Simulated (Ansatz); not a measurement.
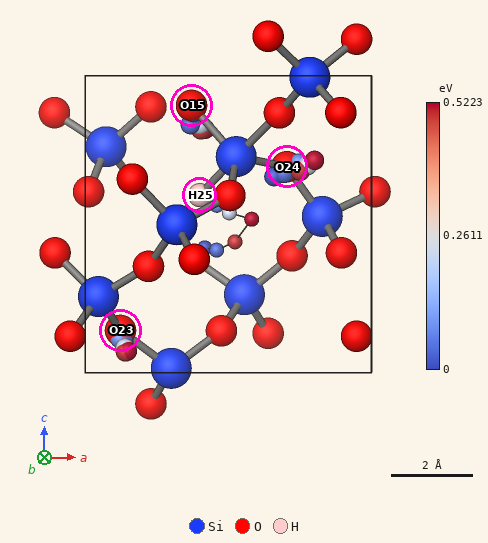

NEB run on a defect cell of composition Si₈HO₁₆ (cell charge −1) (25 atoms in the cell). Images are numbered from 0 (start) to 6 (end). The start is drawn whole; smaller spheres mark the moving atoms (O, H) in the later images, joined by lines and coloured by the energy of the image relative to the start. A ball-and-stick model of the simulation cell (origin moved), seen along the b axis. The atoms that move most are ringed. Bonds to atoms that aren't drawn are left out.

Computed with DFT PBE, scalar-relativistic, plane waves, PAW in Ansatz. Run with plane-wave cutoff 420 eV; k-point mesh 2 × 2 × 2; Gaussian smearing 0.02 eV; 5 movable images; climbing image.

Question: What moves, how far, and at what cost in energy?

Answer: The H atom travels furthest, 1.98 Å from end to end, along [0 1 −1], on a path that bends up to 1.31 Å away from the straight line. At the highest image its nearest neighbour (Si) is 1.70 Å away, against 1.53 Å at the start, and the surrounding atoms stand up to 0.98 Å off the mean of their end positions. Breaking: H–Si (1.53 → 3.70 Å). Forming: H–Si (3.65 → 1.53 Å). The two ends have the same energy, and the highest point, image 3, lies 0.52 eV above the start. The band converged in 70 iterations. The largest component of the band force went from 1.5 to 0.049 eV/Å. The climbing image converged on the top of the path. Its curvatures weren't checked.

Limits of the set-up: the periodic images lie only 7.1 Å apart, so the values are limited by the cell's size; the cell is charged, on a uniform background, and energies carry no finite-size correction.
